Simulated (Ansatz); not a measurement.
**Single-point calculation, with input and output: Ni3Si**

The run: single-point calculation of Ni3Si (4 atoms in the cell). Method and program: DFT PBEsol, scalar-relativistic, plane waves, PAW, no spin polarisation (Ansatz 0.2.0).

The structure derives from an entry of the Crystallography Open Database. It belongs to a series of runs on one base structure; here: ratio of the length along z to the lengths across it x 1.414, volume and fractional coordinates fixed. Figures and captions count atoms from 1; the log counts them from 0 in places.

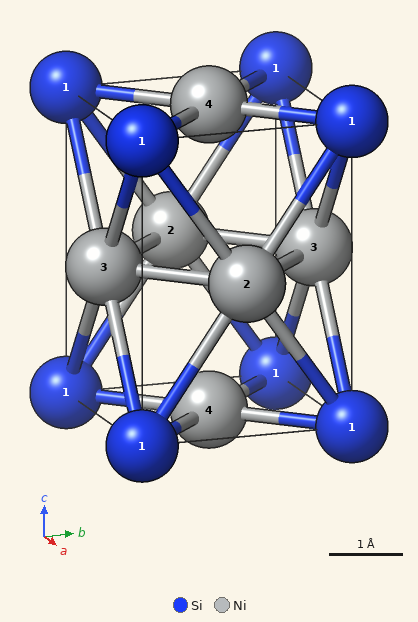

*The input geometry (ball-and-stick view of the cell of the calculation, seen slightly off an axis; atoms are numbered from 1 in the order of the input). An atom can appear more than once, as a periodic image.*

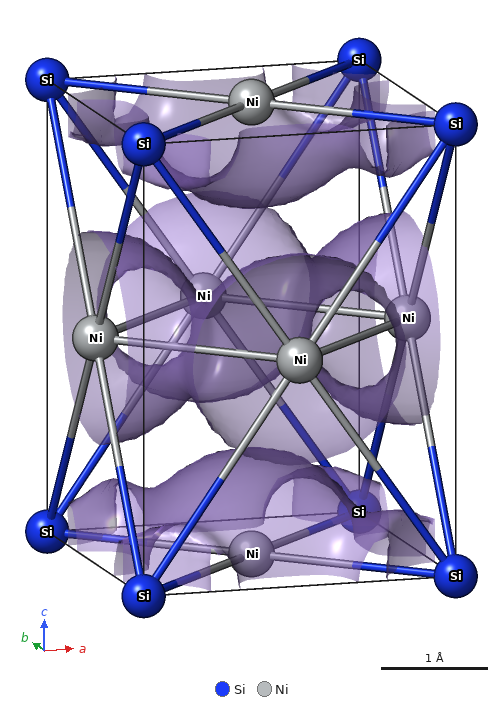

*Isosurface of the valence electron density at 0.4 e/Å³ (purple), seen slightly off an axis. Sticks mark near contacts. The outline is the cell set on symmetry axes.*

At this value the density is joined into sheets; it holds about 85 % of the electrons treated as valence (semicore included). On the grid the lowest density along these lines, outside the cores, is 0.49 e/Å³ (Si–Ni, 2.18 Å) and 0.55 e/Å³ (Ni–Ni, 2.18 Å). The fields are those of the smooth PAW valence density.

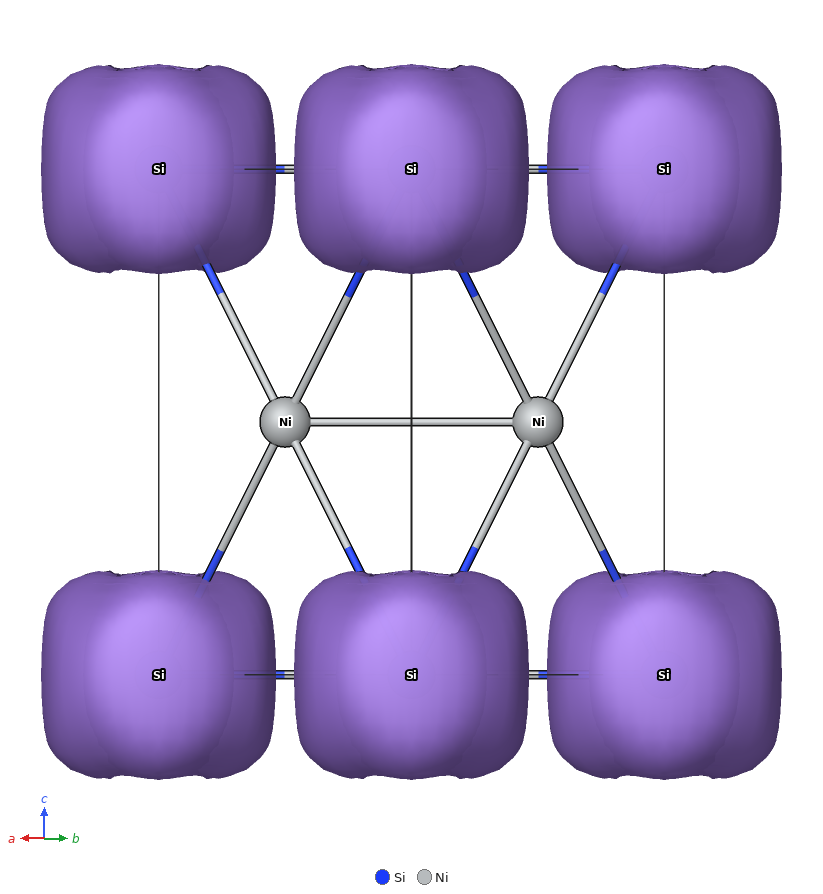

*Isosurface of the ELF at 0.55 (purple), seen along [110]. Core shells and regions of very low density are left out. Sticks mark near contacts. The outline is the cell set on symmetry axes.*

Profiles from the grid: Si–Ni (2.18 Å): the ELF is about 0.45 at the midpoint. Ni–Ni (2.18 Å): the ELF is about 0.25 at the midpoint; no shared electron pair.

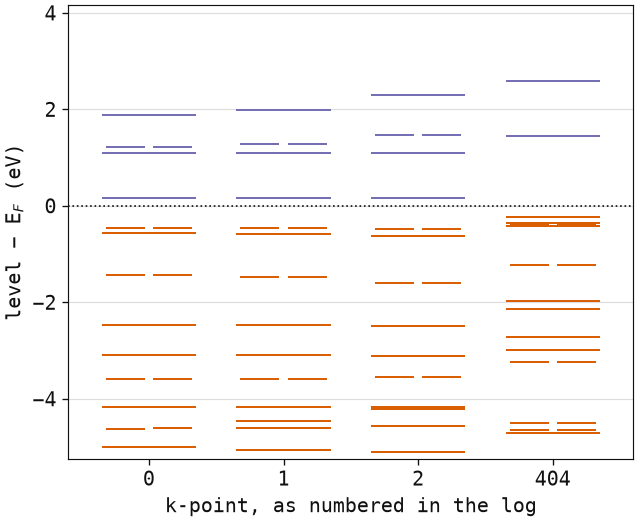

*Kohn–Sham levels near the Fermi level (dotted) at the few k-points that the log prints; levels within 0.02 eV of each other stand side by side.*

The system is metallic on the full mesh.

These pictures come from the run below.

Input file:
```yaml
crystal:
  lattice:
    - [3.0837746323, 0.0, 0.0]
    - [0.0, 3.0837746323, 0.0]
    - [0.0, 0.0, 4.3604573301]
  atoms:
    - { symbol: Si, position: [0.0, 0.0, 0.0] }
    - { symbol: Ni, position: [0.0, 0.5, 0.5] }
    - { symbol: Ni, position: [0.5, 0.0, 0.5] }
    - { symbol: Ni, position: [0.5, 0.5, 0.0] }
basis:
  ecutwfc: 420
kpoints:
  mp_grid: { grid: [16, 16, 16] }
hamiltonian:
  xc: pbesol
scf:
  occupations: { method: gaussian, width: 0.15 }
output:
  forces: true
  stress: true
  eigenvalues: true
  write_density: true
  write_potential: true
  elf: true
  volumetric_format: npy
```

Command:
```bash
ansatz run input.yaml --threads 1 --pin off --max-ram 2560MiB --backend cpu --events-out ev --progress --plain --runs-dir out
```

What the program printed:
```
Engine: ansatz 0.2.0, x86_64-unknown-linux-gnu
Pseudopotentials: kind: paw
Pseudopotential: Si, paw, valence charge 4, recommended cutoff 420 eV (normal), Si.paw.azcp
Pseudopotential: Ni, paw, valence charge 18, recommended cutoff 420 eV (normal), Ni.paw.azcp
Functional definition: PBEsol
  exchange = pbesol_x
  correlation = pbesol_c
Crystal: 4 atoms, lattice volume = 41.466 Å³
Basis set: ecut = 420 eV, 823 PW (Γ), exchange–correlation on 48×48×60 points (8 copies of the dense FFT grid, shifted against one another)
Bands: 35, of which v1, the nominal top of the filled ones, is band 29 counted from 1 (28 counted from 0)
Symmetry: 16 space group operations
Space group: P4/mmm (ITA 123), of the structure as read, at distance tolerance 3.5e-5 Å
k-points: 405 of 4096
Non-local potential: Si, projectors of the file, l = 0: 2, l = 1: 2, l = 2: 2
Non-local potential: Ni, projectors of the file, l = 0: 3, l = 1: 2, l = 2: 3, l = 3: 1
PAW form: soft (Blöchl's): semilocal exchange-correlation on the pseudo side does not see the compensation charge
PAW frozen core: Si, regenerated for the run's functional, and the local potential with it (the file was generated under x = pbe(κ = 0.804, μ = 0.2195149727645171), c = pbe(β = 0.06672455060314922))
PAW frozen core: Ni, regenerated for the run's functional, and the local potential with it (the file was generated under x = pbe(κ = 0.804, μ = 0.2195149727645171), c = pbe(β = 0.06672455060314922))
PAW one-centre angular grid: Si, 110 points (default); XC on 64 Gauss nodes
PAW one-centre angular grid: Ni, 590 points (default); XC on 64 Gauss nodes
Initial density: superposition of atomic densities (neutral atoms: chi_scale 0, normalization atom), corrected by the library's trained network
Initial wavefunctions: pseudopotential atomic-orbital guess
Functional: x = pbesol(κ = 0.804, μ = 0.12345679012345678), c = pbesol(β = 0.046)
SCF iter   1: F=—  HF=-18036.158723 eV  |F-HF|=—  |Δ(HF+E_count)|=         —  Δρ=2.15e-2  dr2=1.00e-1  ethr=1.77e-3  ⟨swp⟩=5.3  Hψ=52553  notcnv=0
preconditioner: auto → Kerker (q_TF=auto, 2.885 Å⁻¹)  [metal: Δε(μ)=0.001 eV  Ē_g=7.526 eV  σ=0.150 eV  W_gap=0.00  n_scr=20 (ndim 8)  ℏωp=33.6 eV  f_vac=0.000  D(μ)=3.69/eV (n_scr^D=36)]
SCF iter   2: F=—  HF=-18036.142134 eV  |F-HF|=—  |Δ(HF+E_count)|=   1.66e-2  Δρ=6.69e-3  dr2=1.59e-2  ethr=1.73e-4  ⟨swp⟩=2.8  Hψ=28879  notcnv=0  defer=124
SCF iter   3: F=—  HF=-18036.139976 eV  |F-HF|=—  |Δ(HF+E_count)|=   2.16e-3  Δρ=2.17e-3  dr2=3.41e-3  ethr=2.74e-5  ⟨swp⟩=1.0  Hψ=13813  notcnv=0  defer=124
SCF iter   4: F=—  HF=-18036.139445 eV  |F-HF|=—  |Δ(HF+E_count)|=   5.31e-4  Δρ=6.33e-4  dr2=2.32e-4  ethr=5.88e-6  ⟨swp⟩=1.6  Hψ=16326  notcnv=0  defer=124
SCF iter   5: F=—  HF=-18036.139411 eV  |F-HF|=—  |Δ(HF+E_count)|=   3.40e-5  Δρ=1.96e-4  dr2=1.40e-5  ethr=4.00e-7  ⟨swp⟩=2.2  Hψ=19060  notcnv=0  defer=124
SCF iter   6: F=—  HF=-18036.139395 eV  |F-HF|=—  |Δ(HF+E_count)|=   1.59e-5  Δρ=5.02e-5  dr2=5.38e-7  ethr=2.41e-8  ⟨swp⟩=2.0  Hψ=22465  notcnv=0  defer=126
SCF iter   7: F=—  HF=-18036.139396 eV  |F-HF|=—  |Δ(HF+E_count)|=   2.42e-7  Δρ=3.96e-5  dr2=4.34e-7  ethr=1.72e-10  ⟨swp⟩=12.0  Hψ=111793  notcnv=0
SCF iter   8: F=-18036.139395 eV  HF=-18036.139396 eV  |F-HF|=3.79e-8  |Δ(HF+E_count)|=   4.00e-8  Δρ=1.10e-5  dr2=4.00e-8  ethr=1.72e-10  ⟨swp⟩=6.9  Hψ=93645  notcnv=0
SCF 1 converged in 8 iterations: F = -18036.139395 eV  dr2 = 4.00e-8
  greatest PAW one-centre occupation: 1.001 electrons in one spin orbital (limit 2), on the Ni atom at site 1 (counted from 0), in its partial waves of l = 1
SCF converged after 8 iterations
Free energy (F): -18036.139395 eV
Harris-Foulkes:  -18036.139396 eV  (|F-HF|=3.79e-8)
Internal energy: -18036.097380 eV  (E = F + TS)
E sigma→0 (E₀):  -18036.118388 eV
Entropy (-TS):   -0.042016 eV (-10.504 meV/atom)
Fermi energy:    18.482871 eV
--- Per-component energies (eV) ---
  E_band       = -801.466244
  E_kinetic    = 905.808261
  E_local      = -11670.143648  (includes V_loc(G=0)·N_el)
  E_nonlocal   = 1943.356792
  E_hartree    = 4993.610379
  E_xc         = -313.754840
  E_vxc        = -382.274623  (∫ρ·V_xc dr)
  E_paw        = -5290.639560  (= ΣΔE_a)
  E_vpaw       = -1585.442280  (= ΣTr[D̂ρ^β])
  E_aug_tail   = 0.001474  (compensation charges beyond the density's cutoff)
  E_ewald      = -8604.959666
  E_core_change = 0.623427  (= ΣΔE_core)
  E_smearing   = -0.042016  (= −TS)
  E_closure    = -0.000000  (closes the sum)
  Σ components = -18036.139395   (vs F -18036.139395, Δ=0.00e0)
--- Forces (eV/Å), atoms counted from 1 ---
  atom   1  Si    -0.00000000    -0.00000000     0.00000000
  atom   2  Ni     0.00000000     0.00000000     0.00000000
  atom   3  Ni    -0.00000000    -0.00000000     0.00000000
  atom   4  Ni     0.00000000    -0.00000000     0.00000000
  max |Σ_I F_I| component: 6.00e-29 eV/Å
--- Stress (GPa, compression-positive) ---
       47.054295       0.000000       0.000000
        0.000000      47.054295       0.000000
        0.000000       0.000000     -34.429565
  P = ⅓ Tr σ = 19.8930 GPa (198.930 kbar)
--- Band table (eV; the first three rows and the last of 405) ---
  k-point 0: bands = ["-85.0815", "-84.4093", "-84.2917", "-45.7818", "-45.7818", "-45.3928", "-45.1805", "-45.1805", "-44.8439", "-44.7716", "-44.7716", "-44.7509", "5.7275", "12.3949", "13.4736", "13.8615", "13.8651", "14.3070", "14.8870", "14.8870", "15.3806", "16.0073", "17.0367", "17.0367", "17.9170", "18.0213", "18.0213", "18.6461", "19.5718", "19.6910", "19.6910", "20.3573", "26.5818", "26.5895", "28.3510"]
  k-point 1: bands = ["-85.0815", "-84.4093", "-84.2917", "-45.7818", "-45.7818", "-45.3926", "-45.1805", "-45.1805", "-44.8441", "-44.7716", "-44.7716", "-44.7509", "5.7515", "12.2483", "13.4121", "13.8755", "14.0128", "14.3096", "14.8982", "14.8982", "15.3776", "16.0038", "16.9948", "16.9948", "17.9029", "18.0141", "18.0141", "18.6461", "19.5718", "19.7571", "19.7571", "20.4658", "26.5600", "26.5611", "28.3477"]
  k-point 2: bands = ["-85.0815", "-84.4093", "-84.2917", "-45.7818", "-45.7818", "-45.3921", "-45.1805", "-45.1805", "-44.8446", "-44.7716", "-44.7716", "-44.7509", "5.8221", "11.8778", "13.3714", "13.9056", "14.2624", "14.3171", "14.9315", "14.9315", "15.3690", "15.9897", "16.8796", "16.8796", "17.8624", "17.9965", "17.9965", "18.6462", "19.5718", "19.9395", "19.9395", "20.7862", "26.4785", "26.5035", "28.2260"]
  k-point 404: bands = ["-85.0807", "-84.3496", "-84.3496", "-45.7925", "-45.7925", "-45.3949", "-45.2634", "-45.2004", "-44.7973", "-44.7973", "-44.7606", "-44.7074", "10.0559", "13.7732", "13.8320", "13.8320", "13.9734", "13.9734", "15.2393", "15.2393", "15.5006", "15.7687", "16.3485", "16.5055", "17.2474", "17.2474", "18.0597", "18.0919", "18.0919", "18.1336", "18.2386", "19.9383", "21.0630", "23.7287", "23.7287"]
```

Summary:

| quantity | value |
| --- | --- |
| outcome | converged |
| space group (tolerance 0.01 Å) | P4/mmm (123) |
| electrons treated | 58 |
| free energy | −18036.1394 eV |
| Fermi energy | 18.483 eV |
| gap on the k-point mesh | none (metallic) |
| pressure | 19.89 GPa |
| largest force (length of the vector) | under 0.001 eV/Å |
| hardware | 1 thread of Intel Xeon @ 2.50GHz (Skylake/Cascade Lake), 32 GiB of memory available, shared host |
| wall time | 47 s |
| peak memory | 0.69 GiB |

Notes:

The run has no spin polarisation, so a magnetic state may lie lower.
